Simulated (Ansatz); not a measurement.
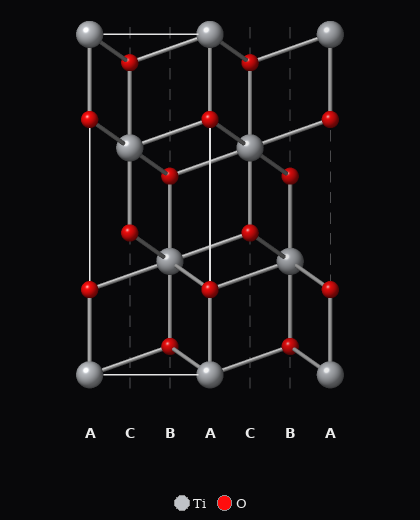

The picture looks along a close-packed row of the hexagonal mesh; [111] points upwards. The dashed lines mark the three columns A (0, 0), B (1/3, 2/3) and C (2/3, 1/3). The box is the hexagonal cell of the face-centred cubic lattice. The sequence starts with the first layer at or above the cell's origin.

TiO2 (space group Fm-3m, No. 225): the input geometry of an electronic-structure calculation (not necessarily at equilibrium); the starting structure was generated, so it need not be a known form of this composition.

Question: Read off the stacking sequence over one period.

Answer: Ti(A) – O(B) – O(A) – Ti(B) – O(C) – O(B) – Ti(C) – O(A) – O(C) (nine layers in 8.30 Å).
